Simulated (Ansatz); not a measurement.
```
Bi
1.0
     3.54745    0.00000    0.00000
     0.00000    3.54745    0.00000
     0.00000    0.00000    3.54745
Bi
2
Direct
  0.00000 0.00000 0.00000
  0.50000 0.50000 0.50000
```

Space group Im-3m; a structure from a database of computed crystals, not necessarily the ambient phase; computed pressure about 41 GPa in this cell; computed without spin polarisation.

These are results of Ansatz, DFT PBE, scalar-relativistic, plane waves, PAW, not measurements.

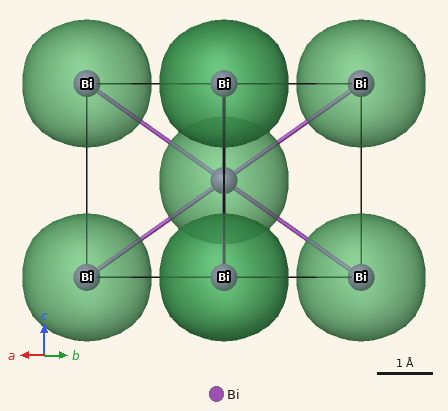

Bi. Isosurface of the valence electron density at 0.4 e/Å³ (green), seen along [110]. Sticks mark near contacts.

Core electrons are frozen (PAW), and the valence fields are smoothed inside the atomic spheres.

> How is the density connected at this value?

At this value the density breaks into separate islands; it holds about 80 % of the electrons treated as valence (semicore included). It bridges none of the near contacts. It is pinched off along the shortest Bi–Bi (3.07 Å) contacts. On the grid the lowest density along these lines, outside the cores, is 0.27 e/Å³ (Bi–Bi, 3.07 Å).

> Does the calculation make it a metal, or give it a gap?

It is gapless in this calculation (a metal or semimetal).
